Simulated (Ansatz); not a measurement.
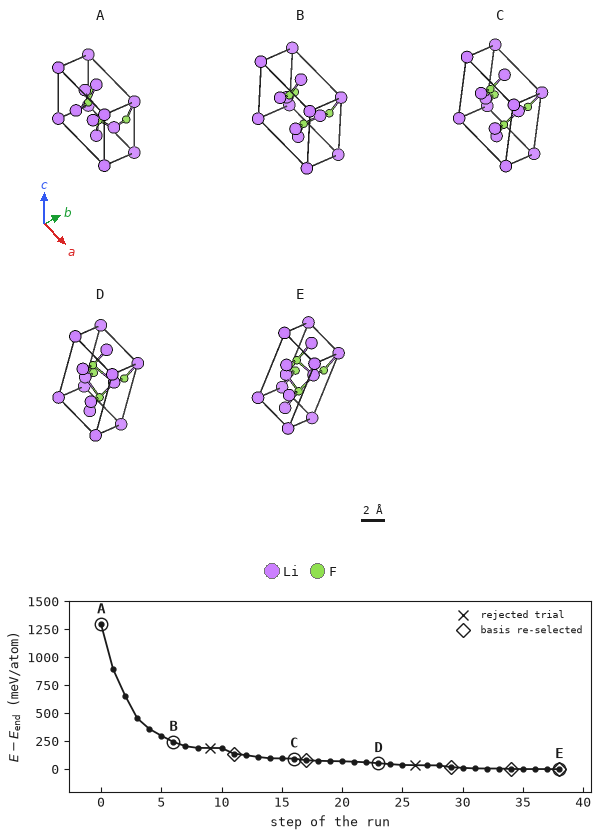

Frames of a relaxation of a crystal of Li₃F₂ (a generated structure, set up in C2) (coarse preliminary run), marked on the history of the run. Style: ball-and-stick. Shown: the conventional cell (2 times the calculation's cell), slightly off an axis. Lengths and directions refer to the drawn axes.

Method: DFT PBE, scalar-relativistic, plane waves, PAW (Ansatz). (plane-wave cutoff 420 eV; k-point mesh 6 × 6 × 6; occupations gaussian; smearing width 0.1 eV; no spin polarisation; cell and atoms relaxed; force threshold 0.04 eV/Å; at most 70 steps)

Q: What happens along the run?

A: The largest moves relative to the cell, 1.51 Å, are those of Li atoms. Largest moves by element: Li 1.51 Å, F 0.72 Å. The volume changes by −5.5 %, with a 5.905 → 3.856 Å (−34.7 %), b 5.905 → 4.744 Å (−19.7 %), c 4.594 → 6.630 Å (+44.3 %), β 130.0° → 106.9°. Among the contacts that change: Li–Li 1.724 → 4.131 Å, F–Li 3.238 → 1.973 Å, Li–Li 1.816 → 2.705 Å, F–Li 1.724 → 2.172 Å. New bonds form: F–Li (3.24 → 1.97 Å). Among the angles between lasting bonds that change: Li–F–Li 60.1° → 164.9°, F–Li–F 138.7° → 173.8°, Li–F–Li 132.5° → 100.4°. The space group (tolerance 0.01 Å) goes from C2 (No. 5) to Fmm2 (No. 42). The energy falls by 1295 meV per atom in 31 accepted moves (38 points after the start). Largest force component: 6.2 eV/Å at the start, 0.0023 eV/Å at the end. The pressure goes from 21.58 to 0.05 GPa. The line search rejected the trial steps at points 9, 26 of the run. The SCF was repeated 5 times at an unchanged geometry on a basis and grid sized afresh for the cell, which shifted the energy by 49.4 meV per atom at most. The run took 4.9 min on 1 thread of Arm Neoverse V2, on a shared host, peak memory 0.41 GiB. From step 0 to 6: Li atoms move most (0.99 Å), volume +30.7 %, energy −1051 meV per atom. From step 6 to 16: F atoms move most (0.31 Å), volume −0.5 %, energy −149 meV per atom. From step 16 to 23: F atoms move most (0.15 Å), volume −19.2 %, energy −40.9 meV per atom. From step 23 to 38: F atoms move most (0.13 Å), volume −10.1 %, energy −53.6 meV per atom.

| step | E − E(0), meV/atom | largest force component, eV/Å | pressure, GPa | volume, Å³/atom | note |
| --- | --- | --- | --- | --- | --- |
| 0 | 0.00 | 6.1774 | 21.58 | 12.275 |  |
| 1 | -401.33 | 1.8952 | 12.91 | 13.331 |  |
| 2 | -637.83 | 1.2176 | 9.17 | 14.281 |  |
| 3 | -839.51 | 0.6582 | 4.67 | 15.636 |  |
| 4 | -934.40 | 0.5165 | 0.11 | 16.866 |  |
| 5 | -995.48 | 0.4334 | 0.26 | 16.522 |  |
| 6 | -1051.12 | 0.2699 | -0.59 | 16.048 |  |
| 7 | -1089.38 | 0.1788 | -0.50 | 15.343 |  |
| 8 | -1104.43 | 0.0324 | -0.68 | 14.552 |  |
| 9 | -1102.35 | 0.0510 | 0.91 | 14.322 | rejected |
| 10 | -1105.92 | 0.0150 | 0.02 | 14.430 |  |
| 11 | -1155.29 | 0.0332 | 3.90 | 14.430 | same geometry, new basis |
| 13 | -1185.25 | 0.0585 | 1.87 | 15.238 |  |
| 14 | -1197.32 | 0.0378 | 0.82 | 15.795 |  |
| 16 | -1200.39 | 0.0129 | 0.07 | 15.974 |  |
| 17 | -1214.61 | 0.0183 | 0.90 | 15.974 | same geometry, new basis |
| 19 | -1222.39 | 0.0252 | -0.26 | 15.900 |  |
| 20 | -1224.18 | 0.0308 | -0.24 | 15.370 |  |
| 22 | -1233.70 | 0.0514 | -0.43 | 13.611 |  |
| 23 | -1241.28 | 0.0826 | -0.53 | 12.911 |  |
| 25 | -1257.33 | 0.1065 | 0.84 | 11.344 |  |
| 26 | -1255.11 | 0.1654 | 1.54 | 10.694 | rejected |
| 28 | -1260.84 | 0.0055 | 0.00 | 11.204 |  |
| 29 | -1276.43 | 0.0056 | 1.84 | 11.204 | same geometry, new basis |
| 31 | -1287.95 | 0.0192 | 0.48 | 11.326 |  |
| 32 | -1289.02 | 0.0755 | 0.49 | 11.264 |  |
| 34 | -1292.93 | 0.0145 | 0.37 | 11.429 | same geometry, new basis |
| 35 | -1293.93 | 0.0038 | 0.22 | 11.504 |  |
| 37 | -1293.97 | 0.0022 | -0.02 | 11.606 |  |
| 38 | -1294.84 | 0.0023 | 0.05 | 11.606 | same geometry, new basis |
